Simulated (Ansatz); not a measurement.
## Energy of Mg along an even scaling of the cell

System: Mg (I4/mmm, 1 atom in the cell).
Method: Kohn-Sham DFT of a periodic cell, PBE, all-electron LAPW, scalar-relativistic, no spin polarisation (Ansatz 0.2.0).

The 7 runs differ only in the geometry, by an even scaling of the cell at fixed fractional positions. The structure derives from a Materials Project entry.

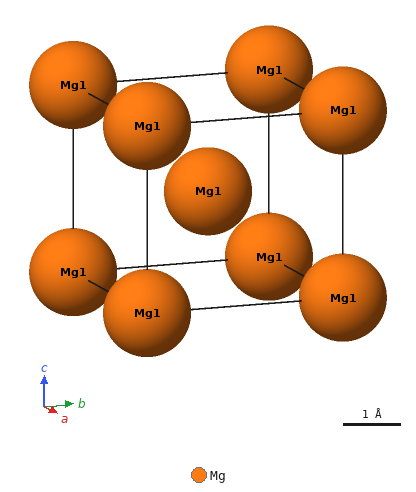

Figure 1. The structure of run 4 (spheres-only view of the cell 2 times as large as that of the calculation, set on its symmetry axes, seen slightly off an axis; atoms are numbered from 1 in the order of the input).

**Input of run 4**
```yaml
crystal:
  lattice:
    - [-1.83599163, 1.83599163, 1.67940402]
    - [1.83599163, -1.83599163, 1.67940402]
    - [1.83599163, 1.83599163, -1.67940402]
  atoms:
    - { symbol: Mg, position: [0.0, 0.0, 0.0] }
kpoints:
  mp_grid: { grid: [11, 11, 11] }
scf:
  occupations: { method: fermi_dirac, width: 0.05 }
hamiltonian:
  xc: pbe
  pseudopotentials: { kind: all_electron, lapw: { basis_error: 0.0005 } }
output:
  forces: true
  stress: true
  eigenvalues: true
```

Command:
```bash
ansatz run input.yaml --threads 1 --pin off --max-ram 2560MiB --backend cpu --events-out ev --progress --plain --runs-dir out
```

Lattice vectors (Å) and fractional positions of run 4:
```
  -1.835992    1.835992    1.679404
   1.835992   -1.835992    1.679404
   1.835992    1.835992   -1.679404
Mg  0.000000  0.000000  0.000000
```

Run 6 differs from it as follows:
```diff
-    - [-1.83599163, 1.83599163, 1.67940402]
-    - [1.83599163, -1.83599163, 1.67940402]
-    - [1.83599163, 1.83599163, -1.67940402]
+    - [-1.8601521853, 1.8601521853, 1.7015039757]
+    - [1.8601521853, -1.8601521853, 1.7015039757]
+    - [1.8601521853, 1.8601521853, -1.7015039757]
```

**Results, with one run withheld**

```tsv
run	volume per atom (Å³)	free energy per atom, from the lowest run given (meV)	pressure (GPa)
1	21.286	15.71	3.16
2	21.738	8.15	2.20
3	22.191	3.15	1.34
4	22.644	0.52	0.55
5	23.097	0.00	−0.17
6	23.550	?	?
7	24.003	4.55	−1.40
```

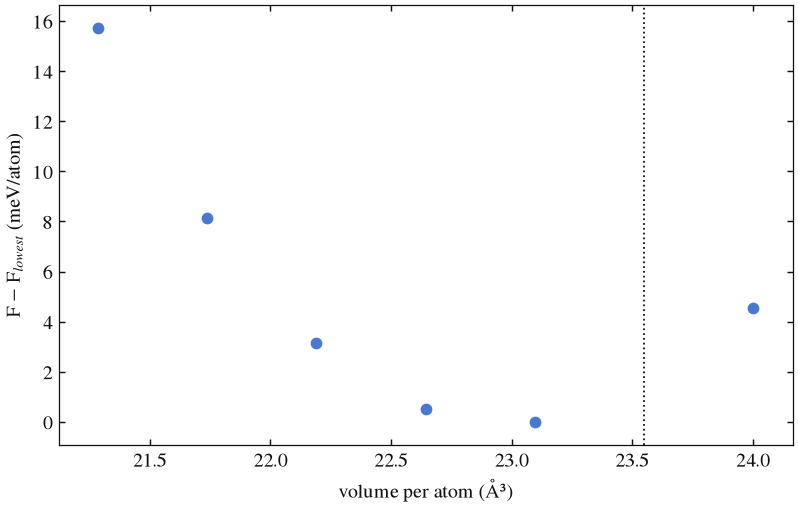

Figure 2. Free energy per atom of the runs given; the dotted line marks run 6.

Fit the runs given and predict run 6.

A cubic polynomial in V^(−2/3) (the Birch–Murnaghan form), fitted to the 6 runs given, misses them by at most 0.01 meV per atom. With x = V^(−2/3) − 0.12561 Å⁻², it reads F = 1.3059 + 1426.4 x + 3.7303e+05 x² + 97857 x³ (meV per atom). At run 6 it gives 1.41 meV per atom, and the run itself gives 1.40. The slope of the fit gives a pressure −dF/dV of −0.81 GPa there, and the run prints −0.81 GPa. The fit has its minimum at 22.986 Å³ per atom, where V d²F/dV² gives 35.3 GPa. Cell shape and fractional positions are held, so this is the stiffness under even scaling; the relaxed bulk modulus wasn't computed.

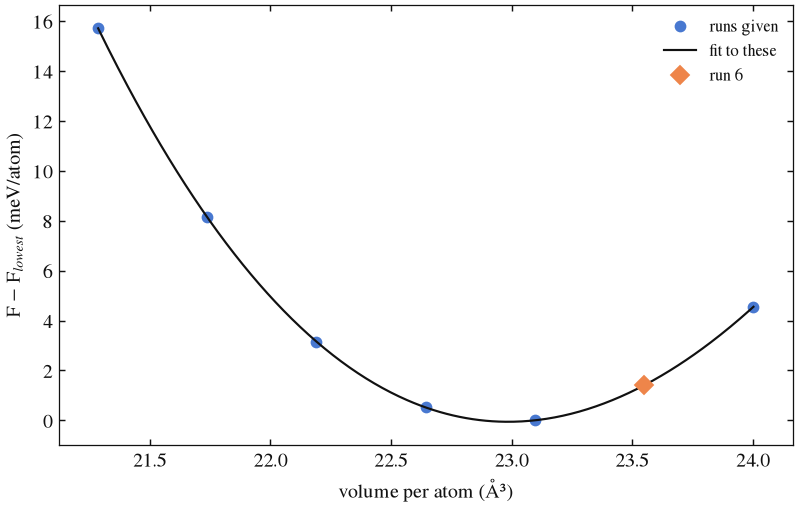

Figure 3. The fit and the withheld run.

**Output, shortened to warnings, some set-up lines, iterations and results (run 6)**
```
Basis set: ecut = 123.59436067515 eV, 71 PW (Γ), exchange–correlation at level 2
Symmetry: 16 space group operations
k-points: 126 of 1331
Initial density: superposition of atomic densities (chi_scale 0.1, normalization cell)
[...]
SCF iter   1: F=—  HF=-5451.367995 eV  |F-HF|=—  |Δ(HF+E_count)|=         —  Δρ=8.39e-3  dr2=1.51e-2  ethr=1.51e-4  ⟨swp⟩=3.3  Hψ=8963  notcnv=0
SCF iter   2: F=—  HF=-5451.361636 eV  |F-HF|=—  |Δ(HF+E_count)|=   6.36e-3  Δρ=4.11e-3  dr2=3.62e-3  ethr=1.51e-4  ⟨swp⟩=2.0  Hψ=3239  notcnv=0
SCF iter   3: F=—  HF=-5451.360067 eV  |F-HF|=—  |Δ(HF+E_count)|=   1.57e-3  Δρ=9.89e-5  dr2=1.91e-6  ethr=1.92e-8  ⟨swp⟩=2.6  Hψ=5618  notcnv=0
SCF iter   4: F=—  HF=-5451.360019 eV  |F-HF|=—  |Δ(HF+E_count)|=   4.82e-5  Δρ=2.22e-5  dr2=1.07e-7  ethr=1.91e-8  ⟨swp⟩=2.0  Hψ=3240  notcnv=0
SCF iter   5: F=-5451.360019 eV  HF=-5451.360019 eV  |F-HF|=6.78e-9  |Δ(HF+E_count)|=   4.27e-8  Δρ=4.33e-6  dr2=3.59e-9  ethr=1.07e-9  ⟨swp⟩=2.0  Hψ=3244  notcnv=0
SCF 1 converged in 5 iterations: F = -5451.360019 eV  dr2 = 3.59e-9
SCF converged after 5 iterations
Free energy (F): -5451.360019 eV
Harris-Foulkes:  -5451.360019 eV  (|F-HF|=6.78e-9)
Internal energy: -5451.356574 eV  (E = F + TS)
E sigma→0 (E₀):  -5451.358296 eV
Entropy (-TS):   -0.003445 eV (-3.445 meV/atom)
Fermi energy:    5.224543 eV
--- Per-component energies (eV) ---
  E_band       = -362.444495
  E_kinetic    = 5458.379215
  E_xc         = -447.440709
  E_electrostatic = -10462.295080  (all electrons and nuclei)
  E_smearing   = -0.003445  (= −TS)
  E_closure    = 0.000000  (closes the sum)
  E_atoms      = -5449.889430  (free atoms, spherical and without spin; not in F)
  Σ components = -5451.360019   (vs F -5451.360019, Δ=0.00e0)
  Basis errors (estimates in eV, not in F): energy 1.4e-4 per atom: plane waves 1.4e-4 (7.2e-5 summed), levels above the bands 3.4e-70, relativity 5.0e-10, radial functions 7.2e-6, core shells 1.5e-13; eigenvalues (radial functions only) 3.1e-5; not estimated: angular momenta, meshes, grids; target …
--- Forces (eV/Å), atoms counted from 1 ---
  atom   1  Mg    -0.00000000     0.00000000     0.00000000
  max |Σ_I F_I| component: 1.31e-32 eV/Å
--- Stress (GPa, compression-positive) ---
       -0.827664      -0.000000      -0.000000
       -0.000000      -0.827664       0.000000
       -0.000000       0.000000      -0.780086
  P = ⅓ Tr σ = -0.8118 GPa (-8.118 kbar)
```
